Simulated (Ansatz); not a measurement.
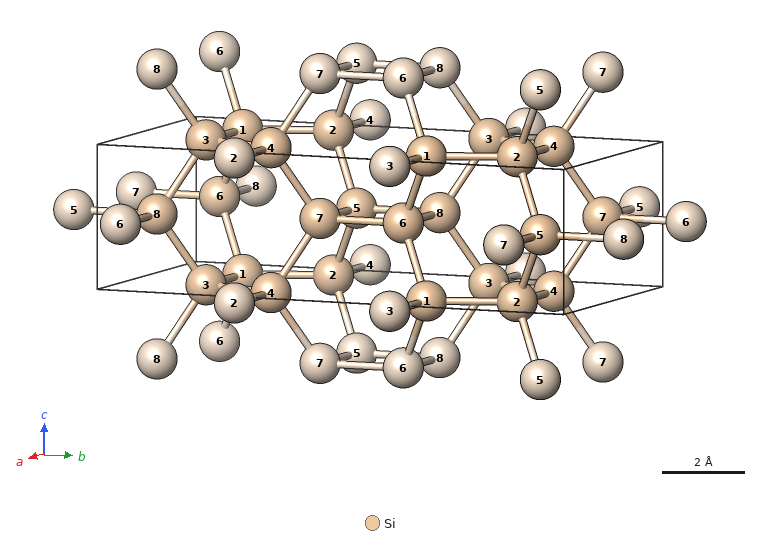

Fig. 1: The structure as given in the input (ball-and-stick view of the cell 2 times as large as that of the calculation, set on its symmetry axes, seen slightly off an axis; neighbours outside the cell are drawn fainter; atoms are numbered from 1 in the order of the input). Near neighbours in the crystal (not all of them lie inside the picture): Si has 4 Si at 2.19 to 2.26 Å.

Geometry relaxation of Si (part 1 of 2)

- system: Si (Cmmm, 8 atoms in the cell)
- method: DFT PBE, scalar-relativistic, plane waves, PAW, no spin polarisation (Ansatz 0.2.0)

The structure was made by a generator, so it may or may not be a known phase. Figures and captions count atoms from 1; the log counts them from 0 in places.

## Input file
```yaml
crystal:
  lattice:
    - [3.04632399, -6.27827383, 0.0]
    - [3.04632399, 6.27827383, 0.0]
    - [0.0, 0.0, 3.59991449]
  atoms:
    - { symbol: Si, position: [0.14821511, 0.48139077, 0.0] }
    - { symbol: Si, position: [0.85178489, 0.51860923, 0.0] }
    - { symbol: Si, position: [0.51860923, 0.85178489, 0.0] }
    - { symbol: Si, position: [0.48139077, 0.14821511, 0.0] }
    - { symbol: Si, position: [0.90472909, 0.72637499, 0.5] }
    - { symbol: Si, position: [0.09527091, 0.27362501, 0.5] }
    - { symbol: Si, position: [0.27362501, 0.09527091, 0.5] }
    - { symbol: Si, position: [0.72637499, 0.90472909, 0.5] }
basis:
  ecutwfc: 420
kpoints:
  mp_grid: { grid: [4, 4, 6] }
hamiltonian:
  xc: pbe
scf:
  occupations: { method: gaussian, width: 0.1 }
  lower_state_search: "off"
output:
  forces: true
  stress: true
  eigenvalues: true
relax:
  adjacent_minimum: "off"
  f_tol: 0.04
  max_steps: 70
  cell: { stress_tol: 0.4 }
```

Machine: 1 thread of Arm Neoverse V1, 24 GiB of memory available, shared host.

Run as:
```bash
ansatz run input.yaml --threads 1 --pin off --max-ram 2560MiB --backend cpu --events-out ev --progress --plain --runs-dir out
```

## The program's output
```
Engine: ansatz 0.2.0, aarch64-unknown-linux-gnu
Pseudopotentials: kind: paw
Pseudopotential: Si, paw, valence charge 4, recommended cutoff 420 eV (normal), Si.paw.azcp
Functional definition: PBE
  parameter kappa = 0.804
  parameter beta = 0.06672455060314922
  exchange = pbe_x(kappa = kappa, mu = beta*pi^2/3)
  correlation = pbe_c(beta = beta)
Crystal: 8 atoms, lattice volume = 137.701 Å³
Basis set: ecut = 420 eV, 2659 PW (Γ), exchange–correlation on 96×96×50 points (8 copies of the dense FFT grid, shifted against one another)
Bands: 24, of which v1, the nominal top of the filled ones, is band 16 counted from 1 (15 counted from 0)
Symmetry: 8 space group operations
Space group: Cmmm (ITA 65), of the structure as read, at distance tolerance 5.2e-5 Å
k-points: 28 of 96
Non-local potential: Si, projectors of the file, l = 0: 2, l = 1: 2, l = 2: 2
PAW form: soft (Blöchl's): semilocal exchange-correlation on the pseudo side does not see the compensation charge
PAW one-centre angular grid: Si, 110 points (default); XC on 64 Gauss nodes
Initial density: superposition of atomic densities (neutral atoms: chi_scale 0, normalization atom), corrected by the library's trained network
Initial wavefunctions: pseudopotential atomic-orbital guess
Functional: x = pbe(κ = 0.804, μ = 0.2195149727645171), c = pbe(β = 0.06672455060314922)
SCF iter   1: F=—  HF=-5083.927139 eV  |F-HF|=—  |Δ(HF+E_count)|=         —  Δρ=2.57e-3  dr2=1.37e-2  ethr=1.77e-3  ⟨swp⟩=7.8  Hψ=4120  notcnv=0
preconditioner: auto → Resta (q_TF=auto, 2.139 Å⁻¹)  ε∞=5.5  [insulator: Δε(μ)=0.113 eV  Ē_g=8.411 eV  σ=0.100 eV  W_gap=0.57  n_scr=28 (ndim 8)  ℏωp=17.9 eV  f_vac=0.000  D(μ)=0.23/eV (n_scr^D=0)  ε∞_Penn≈5.5]
SCF iter   2: F=—  HF=-5083.926146 eV  |F-HF|=—  |Δ(HF+E_count)|=   9.93e-4  Δρ=1.51e-3  dr2=4.72e-3  ethr=4.28e-5  ⟨swp⟩=1.1  Hψ=901  notcnv=0
SCF iter   3: F=—  HF=-5083.925677 eV  |F-HF|=—  |Δ(HF+E_count)|=   4.69e-4  Δρ=2.62e-4  dr2=1.34e-4  ethr=1.47e-5  ⟨swp⟩=2.9  Hψ=1108  notcnv=0
SCF iter   4: F=—  HF=-5083.925766 eV  |F-HF|=—  |Δ(HF+E_count)|=   8.83e-5  Δρ=1.04e-4  dr2=1.78e-5  ethr=4.18e-7  ⟨swp⟩=2.6  Hψ=1035  notcnv=0
SCF iter   5: F=—  HF=-5083.925816 eV  |F-HF|=—  |Δ(HF+E_count)|=   4.98e-5  Δρ=1.41e-5  dr2=2.78e-7  ethr=5.55e-8  ⟨swp⟩=2.0  Hψ=1044  notcnv=0
SCF iter   6: F=-5083.925816 eV  HF=-5083.925816 eV  |F-HF|=3.59e-8  |Δ(HF+E_count)|=   5.48e-7  Δρ=3.55e-6  dr2=2.54e-8  ethr=3.13e-10  ⟨swp⟩=9.4  Hψ=3435  notcnv=0
SCF 1 converged in 6 iterations: F = -5083.925816 eV  dr2 = 2.54e-8
  greatest PAW one-centre occupation: 0.656 electrons in one spin orbital (limit 2), on the Si atom at site 7 (counted from 0), in its partial waves of l = 0
relax step   1: F+E_penalty+E_count = -5083.92581621 eV  Δ(F+E_penalty+E_count) = +0.000e0 eV  max|allowed force component| = 5.944e-1 eV/Å  Δτ_max = 0.0000 Å  P = +25.573 GPa  Ω = 137.701 Å³  (6 SCF iters, dr2 threshold 1.00e-7 eV, accepted)
Crystal: 8 atoms, lattice volume = 156.685 Å³
Basis set: ecut = 420 eV, 3075 PW (Γ), exchange–correlation on 96×96×50 points (8 copies of the dense FFT grid, shifted against one another)
Initial density: handed on by an earlier stage of this run
Initial wavefunctions: those handed on with the density
iter 1 solved again at ethr=5.25e-4 eV; its pass at ethr=3.10e-3 eV (dr2=1.68e-1 eV) is discarded
SCF iter   1: F=—  HF=-5085.793705 eV  |F-HF|=—  |Δ(HF+E_count)|=         —  Δρ=8.20e-3  dr2=1.64e-1  ethr=5.25e-4  ⟨swp⟩=1.1  Hψ=4565  notcnv=0
preconditioner: auto → Resta (q_TF=auto, 2.094 Å⁻¹)  ε∞=5.5  [insulator: Δε(μ)=0.293 eV  Ē_g=7.936 eV  σ=0.100 eV  W_gap=0.96  n_scr=28 (ndim 8)  ℏωp=16.8 eV  f_vac=0.001  D(μ)=0.03/eV (n_scr^D=0)  ε∞_Penn≈5.5]
SCF iter   2: F=—  HF=-5085.756996 eV  |F-HF|=—  |Δ(HF+E_count)|=   3.67e-2  Δρ=4.77e-3  dr2=5.91e-2  ethr=5.11e-4  ⟨swp⟩=1.0  Hψ=672  notcnv=0
SCF iter   3: F=—  HF=-5085.747595 eV  |F-HF|=—  |Δ(HF+E_count)|=   9.40e-3  Δρ=7.90e-4  dr2=1.29e-3  ethr=1.85e-4  ⟨swp⟩=2.3  Hψ=1146  notcnv=0
SCF iter   4: F=—  HF=-5085.749367 eV  |F-HF|=—  |Δ(HF+E_count)|=   1.77e-3  Δρ=2.24e-4  dr2=1.59e-4  ethr=4.02e-6  ⟨swp⟩=2.0  Hψ=1090  notcnv=0
SCF iter   5: F=—  HF=-5085.749582 eV  |F-HF|=—  |Δ(HF+E_count)|=   2.16e-4  Δρ=4.73e-5  dr2=5.62e-6  ethr=4.97e-7  ⟨swp⟩=2.0  Hψ=1120  notcnv=0
SCF iter   6: F=-5085.749595 eV  HF=-5085.749594 eV  |F-HF|=7.84e-7  |Δ(HF+E_count)|=   1.18e-5  Δρ=1.28e-5  dr2=4.51e-7  ethr=2.50e-9  ⟨swp⟩=9.2  Hψ=3770  notcnv=0
SCF 2 converged in 6 iterations: F = -5085.749595 eV  dr2 = 4.51e-7
  greatest PAW one-centre occupation: 0.640 electrons in one spin orbital (limit 2), on the Si atom at site 7 (counted from 0), in its partial waves of l = 0
relax step   2: F+E_penalty+E_count = -5085.74959494 eV  Δ(F+E_penalty+E_count) = -1.824e0 eV  max|allowed force component| = 1.854e-1 eV/Å  Δτ_max = 0.0074 Å  P = +6.676 GPa  Ω = 156.685 Å³  energy of the carried Pulay correction = -3.174e-3 eV  (6 SCF iters, dr2 threshold 8.00e-7 eV, accepted)
Crystal: 8 atoms, lattice volume = 164.793 Å³
Basis set: ecut = 420 eV, 3241 PW (Γ), exchange–correlation on 96×96×50 points (8 copies of the dense FFT grid, shifted against one another)
iter 1 solved again at ethr=6.86e-5 eV; its pass at ethr=3.10e-3 eV (dr2=2.19e-2 eV) is discarded
SCF iter   1: F=—  HF=-5085.957231 eV  |F-HF|=—  |Δ(HF+E_count)|=         —  Δρ=2.96e-3  dr2=2.18e-2  ethr=6.86e-5  ⟨swp⟩=1.1  Hψ=4246  notcnv=0
preconditioner: auto → Resta (q_TF=auto, 2.076 Å⁻¹)  ε∞=5.4  [insulator: Δε(μ)=0.528 eV  Ē_g=7.778 eV  σ=0.100 eV  W_gap=1.00  n_scr=28 (ndim 8)  ℏωp=16.4 eV  f_vac=0.000  D(μ)=0.00/eV (n_scr^D=0)  ε∞_Penn≈5.4]
SCF iter   2: F=—  HF=-5085.952436 eV  |F-HF|=—  |Δ(HF+E_count)|=   4.79e-3  Δρ=1.73e-3  dr2=7.95e-3  ethr=6.80e-5  ⟨swp⟩=1.0  Hψ=672  notcnv=0
SCF iter   3: F=—  HF=-5085.951066 eV  |F-HF|=—  |Δ(HF+E_count)|=   1.37e-3  Δρ=2.69e-4  dr2=1.55e-4  ethr=2.48e-5  ⟨swp⟩=2.1  Hψ=1121  notcnv=0
SCF iter   4: F=—  HF=-5085.951265 eV  |F-HF|=—  |Δ(HF+E_count)|=   1.99e-4  Δρ=7.82e-5  dr2=2.14e-5  ethr=4.84e-7  ⟨swp⟩=2.0  Hψ=1091  notcnv=0
SCF iter   5: F=—  HF=-5085.951295 eV  |F-HF|=—  |Δ(HF+E_count)|=   2.99e-5  Δρ=1.67e-5  dr2=8.26e-7  ethr=2.50e-9  ⟨swp⟩=6.0  Hψ=3930  notcnv=0
SCF iter   6: F=-5085.951297 eV  HF=-5085.951297 eV  |F-HF|=1.11e-7  |Δ(HF+E_count)|=   1.70e-6  Δρ=4.51e-6  dr2=6.66e-8  ethr=2.50e-9  ⟨swp⟩=5.9  Hψ=2909  notcnv=0
SCF 3 converged in 6 iterations: F = -5085.951297 eV  dr2 = 6.66e-8
  greatest PAW one-centre occupation: 0.636 electrons in one spin orbital (limit 2), on the Si atom at site 7 (counted from 0), in its partial waves of l = 0
relax step   3: F+E_penalty+E_count = -5085.95129688 eV  Δ(F+E_penalty+E_count) = -2.017e-1 eV  max|allowed force component| = 3.550e-2 eV/Å  Δτ_max = 0.0088 Å  P = +1.488 GPa  Ω = 164.793 Å³  energy of the carried Pulay correction = -4.410e-3 eV  (6 SCF iters, dr2 threshold 8.00e-7 eV, accepted)
Crystal: 8 atoms, lattice volume = 167.578 Å³
Basis set: ecut = 420 eV, 3273 PW (Γ), exchange–correlation on 96×96×50 points (8 copies of the dense FFT grid, shifted against one another)
iter 1 solved again at ethr=7.88e-6 eV; its pass at ethr=3.10e-3 eV (dr2=2.52e-3 eV) is discarded
SCF iter   1: F=—  HF=-5085.965868 eV  |F-HF|=—  |Δ(HF+E_count)|=         —  Δρ=1.05e-3  dr2=2.76e-3  ethr=7.88e-6  ⟨swp⟩=2.7  Hψ=3984  notcnv=0
preconditioner: auto → Resta (q_TF=auto, 2.070 Å⁻¹)  ε∞=5.4  [insulator: Δε(μ)=0.500 eV  Ē_g=7.726 eV  σ=0.100 eV  W_gap=1.00  n_scr=28 (ndim 8)  ℏωp=16.2 eV  f_vac=0.000  D(μ)=0.00/eV (n_scr^D=0)  ε∞_Penn≈5.4]
SCF iter   2: F=—  HF=-5085.965215 eV  |F-HF|=—  |Δ(HF+E_count)|=   6.53e-4  Δρ=5.98e-4  dr2=9.49e-4  ethr=7.88e-6  ⟨swp⟩=1.0  Hψ=672  notcnv=0
SCF iter   3: F=—  HF=-5085.965002 eV  |F-HF|=—  |Δ(HF+E_count)|=   2.13e-4  Δρ=8.92e-5  dr2=2.32e-5  ethr=2.96e-6  ⟨swp⟩=2.4  Hψ=1145  notcnv=0
SCF iter   4: F=—  HF=-5085.964999 eV  |F-HF|=—  |Δ(HF+E_count)|=   3.01e-6  Δρ=2.96e-5  dr2=2.91e-6  ethr=7.26e-8  ⟨swp⟩=2.1  Hψ=1081  notcnv=0
SCF iter   5: F=-5085.965003 eV  HF=-5085.965003 eV  |F-HF|=1.75e-7  |Δ(HF+E_count)|=   3.68e-6  Δρ=6.25e-6  dr2=8.17e-8  ethr=2.50e-9  ⟨swp⟩=7.0  Hψ=3397  notcnv=0
SCF 4 converged in 5 iterations: F = -5085.965003 eV  dr2 = 8.17e-8
  greatest PAW one-centre occupation: 0.635 electrons in one spin orbital (limit 2), on the Si atom at site 5 (counted from 0), in its partial waves of l = 0
relax step   4: F+E_penalty+E_count = -5085.96500314 eV  Δ(F+E_penalty+E_count) = -1.371e-2 eV  max|allowed force component| = 5.334e-3 eV/Å  Δτ_max = 0.0018 Å  P = -0.037 GPa  Ω = 167.578 Å³  energy of the carried Pulay correction = -4.819e-3 eV  (5 SCF iters, dr2 threshold 8.00e-7 eV, accepted)
Basis set: ecut = 420 eV, 3273 PW (Γ), exchange–correlation on 100×100×54 points (8 copies of the dense FFT grid, shifted against one another)
Initial wavefunctions: pseudopotential atomic-orbital guess (no wavefunctions were taken with the density)
iter 1 solved again at ethr=1.21e-7 eV; its pass at ethr=3.10e-3 eV (dr2=3.89e-5 eV) is discarded
SCF iter   1: F=—  HF=-5085.980625 eV  |F-HF|=—  |Δ(HF+E_count)|=         —  Δρ=2.11e-4  dr2=6.94e-6  ethr=1.21e-7  ⟨swp⟩=3.1  Hψ=5892  notcnv=0
preconditioner: auto → Resta (q_TF=auto, 2.070 Å⁻¹)  ε∞=5.4  [insulator: Δε(μ)=0.503 eV  Ē_g=7.729 eV  σ=0.100 eV  W_gap=1.00  n_scr=28 (ndim 8)  ℏωp=16.2 eV  f_vac=0.000  D(μ)=0.00/eV (n_scr^D=0)  ε∞_Penn≈5.4]
SCF iter   2: F=—  HF=-5085.980685 eV  |F-HF|=—  |Δ(HF+E_count)|=   5.99e-5  Δρ=1.11e-4  dr2=1.99e-6  ethr=2.17e-8  ⟨swp⟩=2.0  Hψ=1113  notcnv=0
SCF iter   3: F=—  HF=-5085.980717 eV  |F-HF|=—  |Δ(HF+E_count)|=   3.22e-5  Δρ=2.38e-6  dr2=4.72e-9  ethr=1.60e-11  ⟨swp⟩=6.1  Hψ=3924  notcnv=0
SCF iter   4: F=-5085.980717 eV  HF=-5085.980717 eV  |F-HF|=9.69e-10  |Δ(HF+E_count)|=   1.14e-8  Δρ=4.84e-7  dr2=6.25e-10  ethr=1.48e-11  ⟨swp⟩=2.2  Hψ=2360  notcnv=0
SCF 5 converged in 4 iterations: F = -5085.980717 eV  dr2 = 6.25e-10
  greatest PAW one-centre occupation: 0.635 electrons in one spin orbital (limit 2), on the Si atom at site 7 (counted from 0), in its partial waves of l = 0
relax step   5: F+E_penalty+E_count = -5085.98071742 eV  Δ(F+E_penalty+E_count) = -1.571e-2 eV  max|allowed force component| = 4.667e-3 eV/Å  Δτ_max = 0.0000 Å  P = +0.087 GPa  Ω = 167.578 Å³  stress off target by 1.47e-1 GPa  SCF on the basis re-selected at this cell (its energy is not comparable with the rows above)  (4 SCF iters)
```

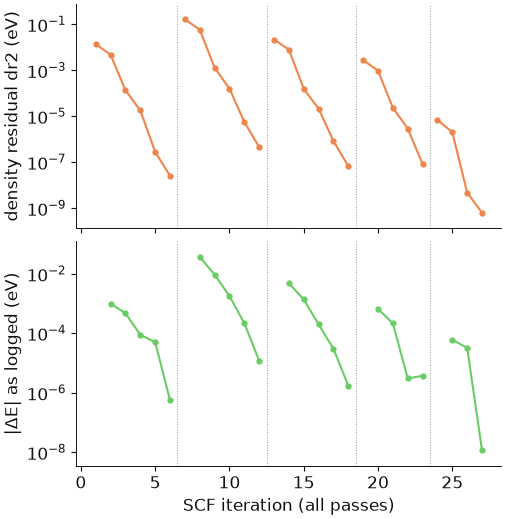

Fig. 2: Convergence of the self-consistent field: density residual dr2 and size of the energy change against the SCF iteration. The dotted lines part the SCF passes of the relaxation: geometry steps, rejected trials and re-solves on a re-selected basis. The 5 passes take 4 to 6 iterations each, 27 in all.
